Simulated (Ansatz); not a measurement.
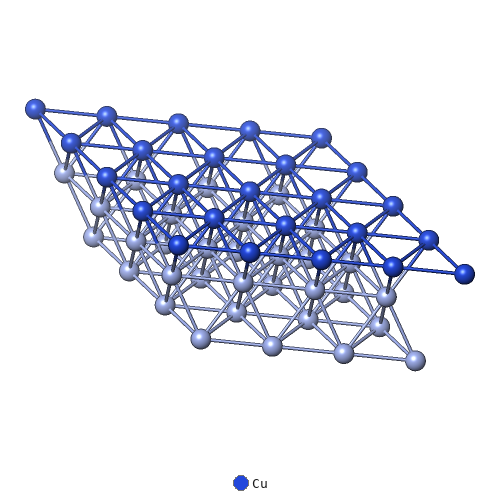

The system is Cl on a Cu(111) slab cut from the Fm-3m phase, its upper half relaxed before the scan (12 atoms of substrate and one adsorbate in a 2 × 2 cell); the picture shows it without the atoms that are moved over the map. Cl is moved over the surface cell; relaxed at each place: the height of the adsorbate's atoms; substrate rigid; the origin of the map has the adsorbate above Cu9. Places are given modulo a cell vector. The map is drawn in real space over the plane of the surface. Grid: 6 × 6 points; 10 points were computed and 26 follow by symmetry. Places are given in fractions of the 1 × 1 surface cell. All energies are given in meV relative to the lowest grid point. All numbers below come from DFT PBE, scalar-relativistic, plane waves, PAW in Ansatz. Settings: cutoff 420 eV, k-mesh 6×6×1, gaussian smearing 0.1 eV, no spin polarisation.

Range: position of Cl13 along the first surface vector from 0.000 to 0.833; position of Cl13 along the second surface vector from 0.000 to 0.833.

> What will the energy surface look like?

The lowest grid point is at a threefold hollow over a second-layer Cu atom, (2/6, 4/6) of the cell vectors. A higher local minimum lies near a threefold hollow over a third-layer Cu atom, (4/6, 2/6) of the cell vectors (3.0 meV above the lowest at that grid point). The highest grid point, the top site over a surface Cu atom, (0/6, 0/6) of the cell vectors, lies 409 meV above the lowest. On the interpolated surface the easiest way out of the lowest well to the well at a threefold hollow over a third-layer Cu atom, (4/6, 2/6) of the cell vectors passes a barrier of about 68 meV. At the lowest point the adsorbate has 3 Cu at 2.39 Å as nearest neighbours, at the highest 1 Cu at 2.17 Å. Its relaxed height above the top atom is 1.88 Å at the lowest and 2.17 Å at the highest point.

```tsv
second ↓, first →	0/6	1/6	2/6	3/6	4/6	5/6
5/6	354	246	77	77	246	354
4/6	197	77	0	77	197	247
3/6	68	77	77	68	79	79
2/6	197	246	197	79	3	79
1/6	354	354	247	79	79	247
0/6	409	354	197	68	197	354
```

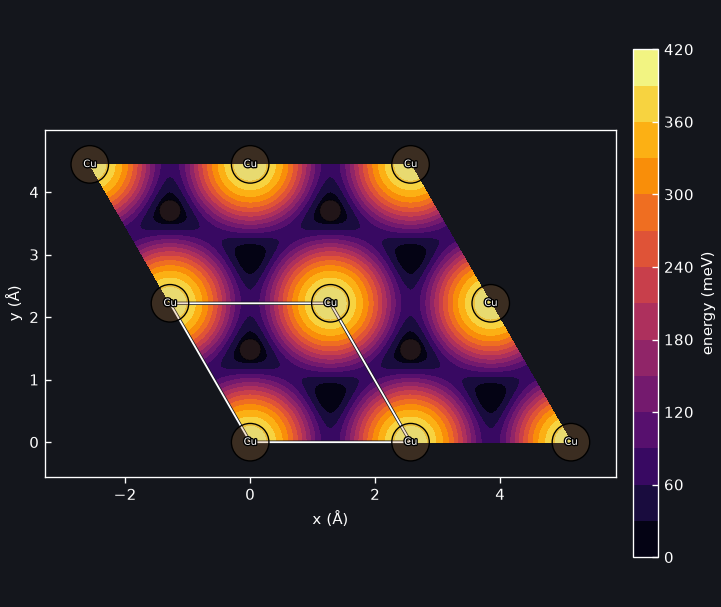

Drawn: filled contours, labelled circles for the atoms of the top layer and small ones for the second layer, the outline of one cell of the 2 × 2 shown. Between grid points the surface is interpolated.

Each point was launched as `ansatz run input.yaml --threads 4 --pin off --max-ram 12288MiB --backend cpu --events-out ev --progress --plain --runs-dir out`. The whole map (10 points run) took 35 min on 4 threads of AMD EPYC 7571 (shared host).

PAW datasets: the set soft_1.
